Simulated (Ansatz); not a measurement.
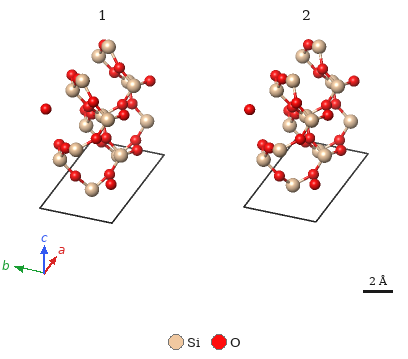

Two geometries of a slab of composition Si7O12 (cut from the P3_121 phase), drawn at one scale. One is the start of a relaxation, the other its converged end. Style: ball-and-stick. Shown: the 2 × 1 repeat of the cell, outlined in the plane, without the vacuum (origin shifted), from a free direction.

Level of theory: Ansatz 0.2.0, DFT PBEsol, scalar-relativistic, plane waves, PAW. (plane-wave cutoff 420 eV; k-point mesh 6 × 5 × 1; occupations gaussian; smearing width 0.05 eV; no spin polarisation; dipole correction; atoms relaxed in a fixed cell; force threshold 0.02 eV/Å; at most 60 steps)

**Which geometry has the lower energy?**

Structure 1 is the relaxed one. Case: (1 0 0) slab, atoms relaxed. The slab is the (1 0 0) face of SiO2. The largest moves relative to the layer's centre, 0.49 Å, are those of Si atoms. By element the largest moves are Si 0.49 Å, O 0.11 Å. The cell doesn't change. Near-neighbour distances that change, for instance: O–Si 1.623 → 1.664 Å, O–Si 1.623 → 1.635 Å. Bond angles that change, for instance: Si–O–Si 143.3° → 164.7°, O–Si–O 110.7° → 103.9°, Si–O–Si 143.3° → 146.3°. The energy falls by 0.308 eV per cell of the calculation in 6 accepted moves (7 points after the start). The largest force component goes from 2.2 to 0.0064 eV/Å. The line search rejected the trial step at point 5 of the run.
